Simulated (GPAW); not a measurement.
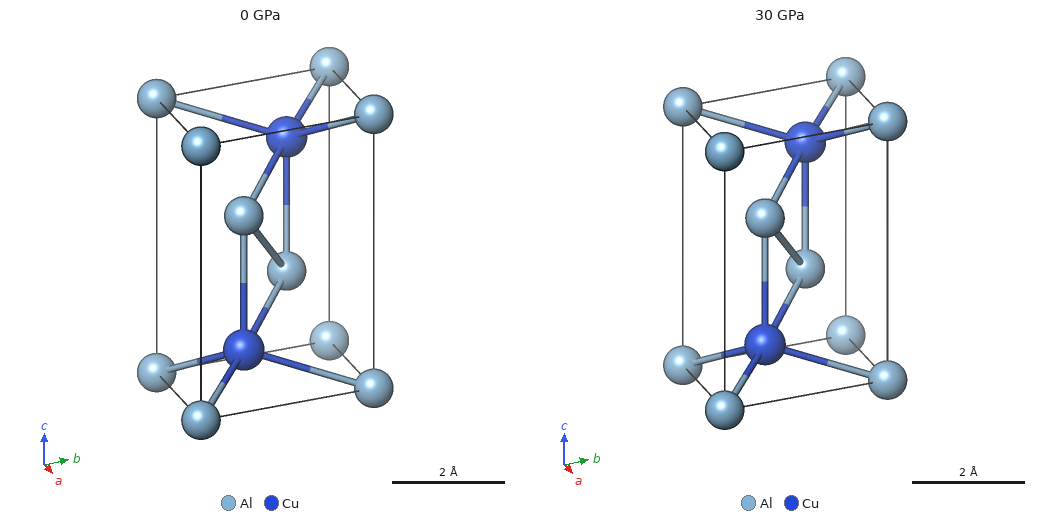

Al₃Cu₂, space group P-3m1 (No. 164), relaxed (cell and atoms) under a series of hydrostatic pressures; the conventional cell is drawn at the lowest and the highest, to one scale (sticks follow a distance rule). The start was a structure listed in the Materials Project. It needn't be the stable form of this composition.

Alike in all runs: GPAW 26.7.0; functional PBEsol; potentials PAW data sets generated in the run's folder for this functional; cutoff 600 eV; k mesh 5 × 5 × 4 on the run's cell of 5 atoms; occupations fermi-dirac, width 0.05 eV; no spin polarisation; no spin-orbit coupling.

| pressure (GPa) | volume (Å³/atom) | a (Å) | c (Å) |
| --- | --- | --- | --- |
| 0.0 | 14.572 | 4.099 | 5.007 |
| 2.0 | 14.328 | 4.075 | 4.980 |
| 5.0 | ? | ? | ? |
| 10.0 | 13.526 | 3.997 | 4.888 |
| 20.2 | 12.768 | 3.921 | 4.795 |
| 29.8 | 12.209 | 3.863 | 4.724 |

> What equation of state do the given rows imply, and what volume does it predict for the missing row?

The fit gives V0 = 14.58 Å³/atom, B0 = 114 GPa and B0′ = 4.4, which puts the volume at 5.0 GPa at 14.01 Å³/atom. The run gave volume 14.004 Å³/atom; a 4.044 Å; c 4.943 Å.

> Which axis yields most up to 30 GPa?

The axes shrink nearly alike: a −5.8 %, c −5.7 %, against −16.2 % in volume.

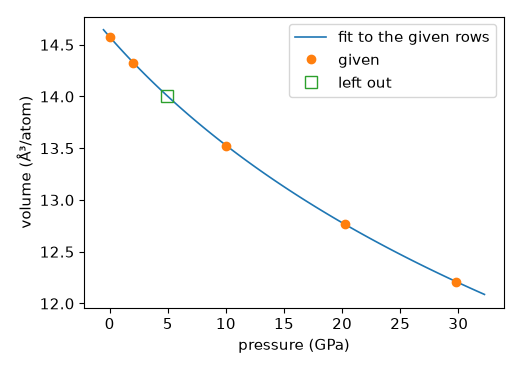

Volume against pressure, with the fit. The structure was kept in its own symmetry, so a change to another phase within this range wouldn't be seen.

Caveat: later steps reuse the first step's grids.
